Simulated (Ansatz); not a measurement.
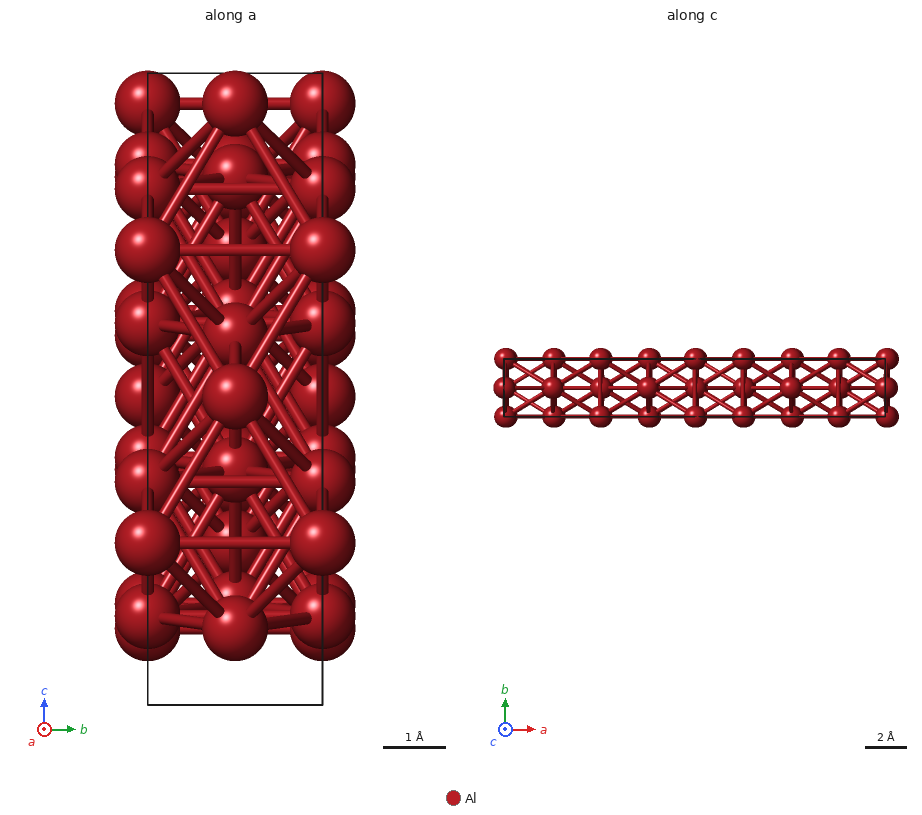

Ball-and-stick representation of a periodic structure, projected along the a axis and along the c axis. One conventional unit cell is outlined, and atoms on its boundary appear in each equivalent place.

Al, space group Cm (No. 8), a = 19.28 Å, b = 2.84 Å, c = 10.55 Å, α = 90.00°, β = 103.72°, γ = 90.00°.

The calculation: Ansatz, DFT PBEsol, scalar-relativistic, plane waves, PAW, with wavefunction cutoff 420 eV, k-points about 0.13 Å⁻¹ apart, Gaussian smearing of 0.15 eV, no spin polarisation.

### Predict the gap.

A metal: bands cross the Fermi level.

### What is the computed pressure?

The computed pressure is -2.6 GPa (stretched: it would shrink).

It goes back to a structure listed in the Materials Project. The cell was then strained or its atoms displaced on purpose. It was run through Ansatz as a DFT input.

At this level of theory the run's own cell isn't at rest (forces up to 0.7 eV/Å), so its distances can differ from those at equilibrium, the more so the softer the solid.
